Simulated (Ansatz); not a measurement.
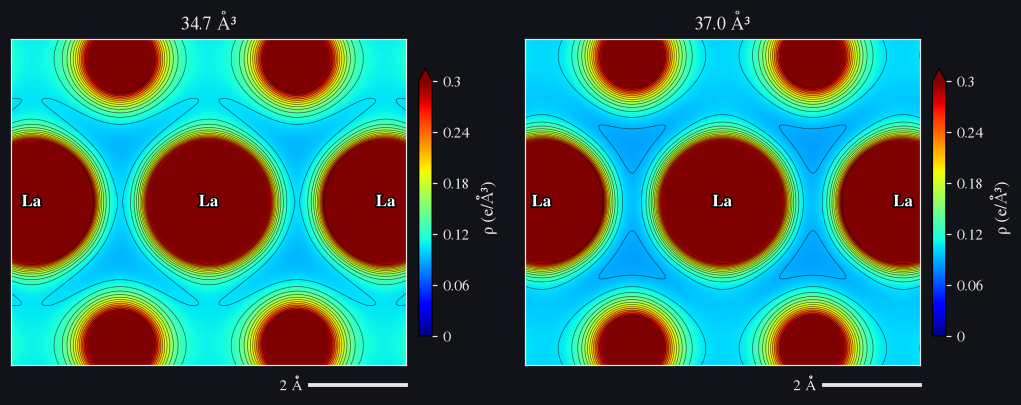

La. The valence electron density of cells scaled evenly to different volumes (given per atom above each panel), on the (010) plane of each (indices in the axes of the cell below), at one length scale and on one colour scale.

Theory: Kohn-Sham DFT of a periodic cell, PBE, Ansatz PAW (Ansatz).

The largest cell:

```cif
data_structure
_symmetry_space_group_name_H-M 'P 1'
_symmetry_Int_Tables_number 1
_cell_length_a 3.7500
_cell_length_b 3.7500
_cell_length_c 6.0700
_cell_angle_alpha 90.000
_cell_angle_beta 90.000
_cell_angle_gamma 120.000
_cell_volume 73.92
loop_
_atom_site_label
_atom_site_type_symbol
_atom_site_fract_x
_atom_site_fract_y
_atom_site_fract_z
_atom_site_occupancy
La1 La 0.66667 0.33333 0.75000 1
La2 La 0.33333 0.66667 0.25000 1
```

| volume (Å³/atom) | La–La contact in the plane (Å) | ρ at its midpoint (e/Å³) | pressure (GPa) | 
| --- | --- | --- | --- |
| 34.74 | 3.673 | 0.104 | 2.4 | 
| 36.22 | 3.725 | ? | ? | 
| 36.96 | 3.750 | 0.095 | 0.7 | 

Q: What values belong in the row with question marks?

A: Over the known rows ln ρ falls by 1.18 per Å of La–La distance (the line through the two), which gives 0.098 e/Å³ at 3.725 Å; the calculation gives 0.098 e/Å³. For the pressure, a straight line in volume between the neighbouring rows gives 1.3 GPa; the calculation gives 1.2.
